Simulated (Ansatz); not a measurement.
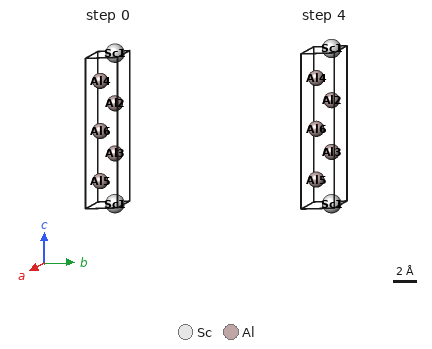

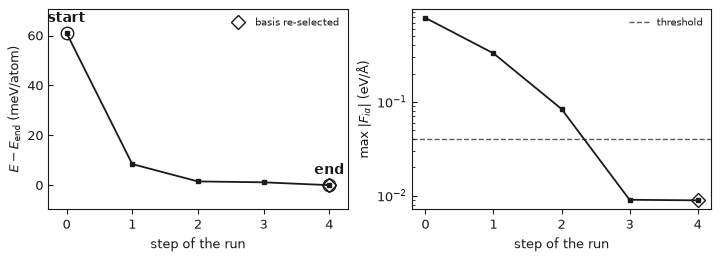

First and last geometry of a relaxation of crystalline ScAl5 (a generated structure, set up in P-6m2) (coarse preliminary run), with the history of the run. A spheres-only model of the cell of the calculation, seen slightly off an axis.

Method: Ansatz 0.2.0, DFT PBE, scalar-relativistic, plane waves, PAW. Settings: plane-wave cutoff 420 eV; k-point mesh 6 × 6 × 2; occupations gaussian; smearing width 0.1 eV; no spin polarisation; cell and atoms relaxed; force threshold 0.04 eV/Å; at most 70 steps.

What do the curves and the structures tell?

It converged. Over 3 accepted moves (4 points after the start) the energy falls by 61.0 meV per atom. Largest force component: 0.79 eV/Å at the start, 0.0089 eV/Å at the end. The pressure goes from 9.80 to 0.12 GPa. The SCF was repeated once at an unchanged geometry on a basis and grid sized afresh for the cell, which shifted the energy by 1.1 meV per atom at most. The largest moves relative to the cell, 0.088 Å, are those of Al4 and Al5. Al4 goes along −c. Sc stays in place. Cell: a = b 2.858 → 2.968 Å (+3.9 %), c 13.653 → 14.081 Å (+3.1 %). Volume +11.3 %. Some distances before and after: Sc1–Al4 2.811 → 2.977 Å, Sc1–Sc1 2.858 → 2.968 Å, Al2–Al2 2.858 → 2.968 Å, Al2–Al6 2.811 → 2.906 Å. The space group stays P-6m2 (No. 187).
